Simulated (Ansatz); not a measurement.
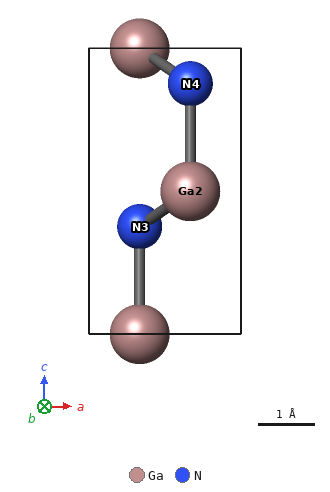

*The structure as given in the input (ball-and-stick view of the cell of the calculation, along the b axis; atoms are numbered from 1 in the order of the input). An atom can appear more than once, as a periodic image.*

Near neighbours in the periodic cell (some may lie outside the picture): Ga has 4 N at 1.93 Å; N has 4 Ga at 1.93 Å.

## GaN: geometry relaxation

The run: geometry relaxation of GaN (4 atoms in the cell). Method and program: DFT revPBE + D3(BJ), scalar-relativistic, plane waves, PAW, no spin polarisation (Ansatz 0.2.0).

The structure derives from an entry of the Crystallography Open Database. It belongs to a series of runs on one base structure; here: volume × 0.96. Figures and captions count atoms from 1; the log counts them from 0 in places.

## The program's output
```
Engine: ansatz 0.2.0, aarch64-unknown-linux-gnu
Pseudopotentials: kind: paw
Pseudopotential: Ga, paw, valence charge 13, recommended cutoff 420 eV (normal), Ga.paw.azcp
Pseudopotential: N, paw, valence charge 5, recommended cutoff 420 eV (normal), N.paw.azcp
Functional definition: revPBE
  parameter kappa = 1.245
  parameter beta = 0.06672455060314922
  exchange = pbe_x(kappa = kappa, mu = beta*pi^2/3)
  correlation = pbe_c(beta = beta)
Crystal: 4 atoms, lattice volume = 44.091 Å³
Basis set: ecut = 420 eV, 845 PW (Γ), exchange–correlation on 48×48×72 points (8 copies of the dense FFT grid, shifted against one another)
Bands: 22, of which v1, the nominal top of the filled ones, is band 18 counted from 1 (17 counted from 0)
Symmetry: 12 space group operations
Space group: P63mc (ITA 186), of the structure as read, at distance tolerance 3.5e-5 Å
k-points: 40 of 384 (time reversal used)
Non-local potential: Ga, projectors of the file, l = 0: 2, l = 1: 2, l = 2: 3, l = 3: 1
Non-local potential: N, projectors of the file, l = 0: 2, l = 1: 2, l = 2: 1
PAW form: soft (Blöchl's): semilocal exchange-correlation on the pseudo side does not see the compensation charge
PAW frozen core: Ga, regenerated for the run's functional, and the local potential with it (the file was generated under x = pbe(κ = 0.804, μ = 0.2195149727645171), c = pbe(β = 0.06672455060314922))
PAW frozen core: N, regenerated for the run's functional, and the local potential with it (the file was generated under x = pbe(κ = 0.804, μ = 0.2195149727645171), c = pbe(β = 0.06672455060314922))
PAW one-centre angular grid: Ga, 590 points (default); XC on 64 Gauss nodes
PAW one-centre angular grid: N, 110 points (default); XC on 64 Gauss nodes
Initial density: superposition of atomic densities (neutral atoms: chi_scale 0, normalization atom), corrected by the library's trained network
Initial wavefunctions: pseudopotential atomic-orbital guess
Functional: x = revpbe(κ = 1.245, μ = 0.2195149727645171), c = pbe(β = 0.06672455060314922)
SCF iter   1: F=—  HF=-8347.764053 eV  |F-HF|=—  |Δ(HF+E_count)|=         —  Δρ=2.84e-3  dr2=1.45e-3  ethr=1.77e-3  ⟨swp⟩=5.1  Hψ=3523  notcnv=0
preconditioner: auto → Resta (q_TF=auto, 2.638 Å⁻¹)  ε∞=4.9  [insulator: Δε(μ)=2.172 eV  Ē_g=16.904 eV  σ=0.050 eV  W_gap=1.00  n_scr=22 (ndim 8)  ℏωp=33.6 eV  f_vac=0.006  D(μ)=0.00/eV (n_scr^D=0)  ε∞_Penn≈4.9]
SCF iter   2: F=—  HF=-8347.764053 eV  |F-HF|=—  |Δ(HF+E_count)|=   9.69e-8  Δρ=1.18e-3  dr2=3.54e-4  ethr=4.04e-6  ⟨swp⟩=2.0  Hψ=1884  notcnv=0
SCF iter   3: F=—  HF=-8347.764110 eV  |F-HF|=—  |Δ(HF+E_count)|=   5.78e-5  Δρ=7.56e-4  dr2=1.17e-4  ethr=9.84e-7  ⟨swp⟩=2.6  Hψ=1593  notcnv=0
SCF iter   4: F=—  HF=-8347.764173 eV  |F-HF|=—  |Δ(HF+E_count)|=   6.24e-5  Δρ=1.10e-4  dr2=6.39e-6  ethr=3.26e-7  ⟨swp⟩=2.6  Hψ=1490  notcnv=0
SCF iter   5: F=—  HF=-8347.764161 eV  |F-HF|=—  |Δ(HF+E_count)|=   1.17e-5  Δρ=5.42e-5  dr2=9.89e-7  ethr=1.77e-8  ⟨swp⟩=2.0  Hψ=1248  notcnv=0
SCF iter   6: F=-8347.764163 eV  HF=-8347.764163 eV  |F-HF|=6.61e-8  |Δ(HF+E_count)|=   2.27e-6  Δρ=9.24e-6  dr2=4.24e-8  ethr=2.78e-10  ⟨swp⟩=3.6  Hψ=4044  notcnv=0
SCF 1 converged in 6 iterations: F = -8347.764163 eV  dr2 = 4.24e-8
  greatest PAW one-centre occupation: 0.995 electrons in one spin orbital (limit 2), on the Ga atom at site 1 (counted from 0), in its partial waves of l = 2
relax step   1: F+E_penalty+E_count = -8347.76416334 eV  Δ(F+E_penalty+E_count) = +0.000e0 eV  max|allowed force component| = 8.954e-3 eV/Å  Δτ_max = 0.0000 Å  P = +8.077 GPa  Ω = 44.091 Å³  fix = [volume]  reactions: volume +8.077 GPa  (6 SCF iters, dr2 threshold 1.00e-7 eV, accepted)
Initial density: handed on by an earlier stage of this run
Initial wavefunctions: pseudopotential atomic-orbital guess (no wavefunctions were taken with the density)
iter 1 solved again at ethr=1.94e-8 eV; its pass at ethr=3.10e-3 eV (dr2=6.99e-6 eV) is discarded
SCF iter   1: F=—  HF=-8347.764174 eV  |F-HF|=—  |Δ(HF+E_count)|=         —  Δρ=9.38e-6  dr2=4.25e-8  ethr=1.94e-8  ⟨swp⟩=3.0  Hψ=6158  notcnv=0
preconditioner: auto → Resta (q_TF=auto, 2.638 Å⁻¹)  ε∞=4.9  [insulator: Δε(μ)=2.168 eV  Ē_g=16.886 eV  σ=0.050 eV  W_gap=1.00  n_scr=22 (ndim 8)  ℏωp=33.6 eV  f_vac=0.008  D(μ)=0.00/eV (n_scr^D=0)  ε∞_Penn≈4.9]
SCF iter   2: F=—  HF=-8347.764163 eV  |F-HF|=—  |Δ(HF+E_count)|=   1.03e-5  Δρ=6.42e-6  dr2=2.19e-8  ethr=1.18e-10  ⟨swp⟩=2.0  Hψ=1579  notcnv=0
SCF iter   3: F=—  HF=-8347.764163 eV  |F-HF|=—  |Δ(HF+E_count)|=   4.25e-8  Δρ=2.19e-6  dr2=1.73e-9  ethr=6.09e-11  ⟨swp⟩=2.0  Hψ=1556  notcnv=0
SCF iter   4: F=-8347.764163 eV  HF=-8347.764163 eV  |F-HF|=1.87e-10  |Δ(HF+E_count)|=  2.98e-10  Δρ=9.51e-7  dr2=1.18e-10  ethr=1.00e-12  ⟨swp⟩=3.0  Hψ=3954  notcnv=0
SCF 2 converged in 4 iterations: F = -8347.764163 eV  dr2 = 1.18e-10
relax step   2: F+E_penalty+E_count = -8347.76416336 eV  Δ(F+E_penalty+E_count) = -1.456e-8 eV  max|allowed force component| = 8.964e-3 eV/Å  Δτ_max = 0.0000 Å  P = +8.077 GPa  Ω = 44.091 Å³  fix = [volume]  reactions: volume +8.077 GPa  stress off target by 6.04e-2 GPa on what of the cell is left free  SCF on the basis re-selected at this cell (its energy is not comparable with the rows above)  (4 SCF iters)
```

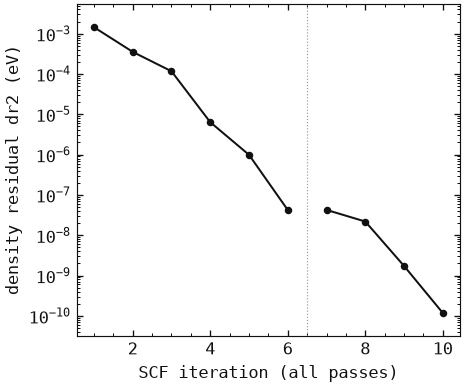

*Convergence of the self-consistent field: density residual dr2 against the SCF iteration. The dotted lines part the SCF passes of the relaxation: geometry steps, rejected trials and re-solves on a re-selected basis.*

The passes take 6 and 4 iterations.

```
basis re-selected at this cell: Δ(F+E_penalty+E_count) = -1.456e-8 eV, ΔP = -0.001 GPa vs the last step (what re-selecting the basis moved, of the pressure what is left beyond the Pulay correction that the steps carried, after the strain that the cell walked since its last selection, with what the two solves' SCF thresholds leave and, on support functions, any second-order correction that the steps lacked; it is no measure of the basis error at this ecutwfc). This SCF's stress stands 6.04e-2 GPa from its target on what of the cell is left free (relax.cell.stress_tol is 1.00e-1 GPa) and its largest allowed force component is 8.96e-3 eV/Å (relax.f_tol is 1.00e-2 eV/Å): within both
SCF converged after 4 iterations
Free energy (F): -8347.764163 eV
Harris-Foulkes:  -8347.764163 eV  (|F-HF|=1.87e-10)
Internal energy: -8347.764163 eV  (E = F + TS)
E sigma→0 (E₀):  -8347.764163 eV
Fermi energy:    11.432894 eV
--- Per-component energies (eV) ---
  E_band       = 11.117541
  E_kinetic    = 497.748778
  E_local      = -3847.868063  (includes V_loc(G=0)·N_el)
  E_nonlocal   = 947.756555
  E_hartree    = 1777.577810
  E_xc         = -259.137054
  E_vxc        = -269.791845  (∫ρ·V_xc dr)
  E_paw        = -4250.270896  (= ΣΔE_a)
  E_vpaw       = -871.883687  (= ΣTr[D̂ρ^β])
  E_aug_tail   = 0.000035  (compensation charges beyond the density's cutoff)
  E_ewald      = -3211.324313
  E_disp       = -2.040577  (pairwise vdW)
  E_core_change = -0.206438  (= ΣΔE_core)
  E_smearing   = -0.000000  (= −TS)
  E_closure    = 0.000000  (closes the sum)
  Σ components = -8347.764163   (vs F -8347.764163, Δ=0.00e0)
--- Forces (eV/Å), atoms counted from 1 ---
  atom   1  Ga     0.00000000    -0.00000000     0.00896644
  atom   2  Ga     0.00000000     0.00000000     0.00896644
  atom   3  N      0.00000000    -0.00000000    -0.00896254
  atom   4  N     -0.00000000     0.00000000    -0.00896254
  max |Σ_I F_I| component: 7.79e-6 eV/Å
--- Stress (GPa, compression-positive) ---
        8.046465      -0.000000       0.000000
       -0.000000       8.046465       0.000000
        0.000000      -0.000000       8.137103
  P = ⅓ Tr σ = 8.0767 GPa (80.767 kbar)
--- Band table (eV; the first three rows and the last of 40) ---
  k-point 0: bands = ["-5.9698", "-4.9551", "-3.1674", "-3.1516", "-3.1516", "-3.0838", "-3.0838", "-2.8699", "-2.8699", "-2.7629", "-2.7629", "-1.5365", "3.0835", "9.2740", "9.2740", "10.3055", "10.3487", "10.3487", "12.5163", "14.8832", "19.8121", "20.5083"]
  k-point 1: bands = ["-5.8849", "-4.9937", "-3.1500", "-3.1500", "-3.1462", "-3.0910", "-3.0910", "-2.8601", "-2.8601", "-2.7676", "-2.7676", "-1.8334", "3.6191", "9.3429", "9.3429", "9.5099", "10.2733", "10.2733", "13.1786", "14.9369", "19.6142", "20.5364"]
  k-point 2: bands = ["-5.6562", "-5.1257", "-3.1431", "-3.1431", "-3.1088", "-3.1088", "-3.0570", "-2.8354", "-2.8354", "-2.7823", "-2.7823", "-2.3915", "4.8853", "8.0504", "9.5330", "9.5330", "10.0705", "10.0705", "14.1843", "15.0211", "19.2035", "19.6397"]
  k-point 39: bands = ["-4.7696", "-4.7696", "-3.0352", "-3.0352", "-2.9944", "-2.9944", "-2.8552", "-2.8552", "-2.8086", "-2.8086", "-1.1481", "-1.1481", "3.9778", "3.9778", "6.2945", "6.2945", "8.7746", "8.7746", "16.6010", "16.6010", "18.2774", "18.2774"]
--- Relaxed structure (1 steps of the walk, 1 accepted, 1 SCFs on fresh bases) ---
  F+E_penalty+E_count = -8347.76416336 eV   max|allowed force component| = 8.964e-3 eV/Å   (the final SCF, on the basis selected at the relaxed cell)
  cell:  # Å, volume = 44.0906 Å³
    - [3.1499866270500814, 1.0773502306573828e-10, 0.0]
    - [-1.5749933136183418, 2.727968440552761, 0.0]
    - [0.0, 0.0, 5.1309481544]
  atoms:
    - { symbol: Ga, position: [0.33333333333333337, 0.6666666666666667, -0.0008277438] }
    - { symbol: Ga, position: [0.6666666666666666, 0.33333333333333337, 0.49917225619999994] }
    - { symbol: N, position: [0.33333333333333337, 0.6666666666666667, 0.3758277438] }
    - { symbol: N, position: [0.6666666666666666, 0.33333333333333337, 0.8758277438000001] }
```

## Trajectory as extended XYZ (Å, eV, eV/Å), 2 frames, from step=1 to step=2
```
4
Lattice="3.1500 0.0000 0.0000 -1.5750 2.7280 0.0000 0.0000 0.0000 5.1309" Properties=species:S:1:pos:R:3:forces:R:3 step=1 energy=-8347.76416 pressure_GPa=8.08
Ga    0.0000    1.8186   -0.0042    0.0000   0.0000   0.0089
Ga    1.5750    0.9093    2.5612    0.0000   0.0000   0.0089
N     0.0000    1.8186    1.9284    0.0000   0.0000  -0.0090
N     1.5750    0.9093    4.4938    0.0000   0.0000  -0.0090
4
Lattice="3.1500 0.0000 0.0000 -1.5750 2.7280 0.0000 0.0000 0.0000 5.1309" Properties=species:S:1:pos:R:3:forces:R:3 step=2 energy=-8347.76416 pressure_GPa=8.08
Ga    0.0000    1.8186   -0.0042    0.0000   0.0000   0.0090
Ga    1.5750    0.9093    2.5612    0.0000   0.0000   0.0090
N     0.0000    1.8186    1.9284    0.0000   0.0000  -0.0090
N     1.5750    0.9093    4.4938    0.0000   0.0000  -0.0090
```

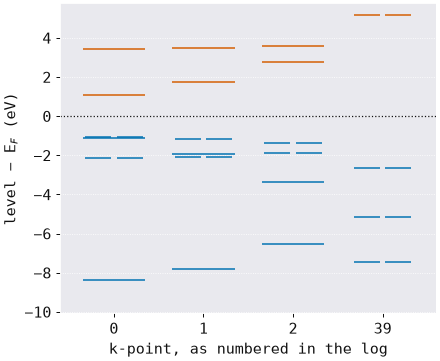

*Kohn–Sham levels near the Fermi level (dotted) at the few k-points that the log prints; levels within 0.02 eV of each other stand side by side.*

Among these points the highest filled and lowest empty levels are 2.17 eV apart, which is the gap on the mesh.

This output came from the following input.

## The input
```yaml
crystal:
  lattice:
    - [3.149986627, 1.0e-10, 0.0]
    - [-1.5749933136, 2.7279684406, 0.0]
    - [0.0, 0.0, 5.1309481544]
  atoms:
    - { symbol: Ga, position: [0.3333333333, 0.6666666667, -0.0008277438] }
    - { symbol: Ga, position: [0.6666666667, 0.3333333333, 0.4991722562] }
    - { symbol: "N", position: [0.3333333333, 0.6666666667, 0.3758277438] }
    - { symbol: "N", position: [0.6666666667, 0.3333333333, 0.8758277438] }
basis:
  ecutwfc: 420
  ecutrho_ratio: 4
kpoints:
  mp_grid: { grid: [8, 8, 6] }
hamiltonian:
  xc: revpbe
  dispersion: d3bj
scf:
  occupations: { method: gaussian, width: 0.05 }
output:
  forces: true
  stress: true
  eigenvalues: true
relax:
  f_tol: 0.01
  max_steps: 40
  cell: { stress_tol: 0.1, fix: [volume] }
```

Launched with:
```bash
ansatz run input.yaml --threads 4 --pin off --max-ram 8192MiB --backend cpu --events-out ev --progress --plain --runs-dir out
```

## Results in brief

- outcome: converged
- space group (tolerance 0.01 Å): P6₃mc (186)
- electrons treated: 36
- free energy: −8347.7642 eV
- dispersion energy: −2.0406 eV
- Fermi energy: 11.433 eV
- gap on the k-point mesh: 2.17 eV
- pressure: 8.08 GPa
- final volume: 44.09 Å³
- largest force (length of the vector) at the end: 0.009 eV/Å
- final cell: a = 3.150 Å, b = 3.150 Å, c = 5.131 Å, α = 90.00°, β = 90.00°, γ = 120.00°
- hardware: 4 threads of Arm Neoverse V1, 24 GiB of memory available, shared host
- wall time: 2.3 s (CPU time 8.4 s)
- peak memory: 0.39 GiB

## Notes

The cell is under a pressure of 8.1 GPa at this level, so it is not at its equilibrium volume.
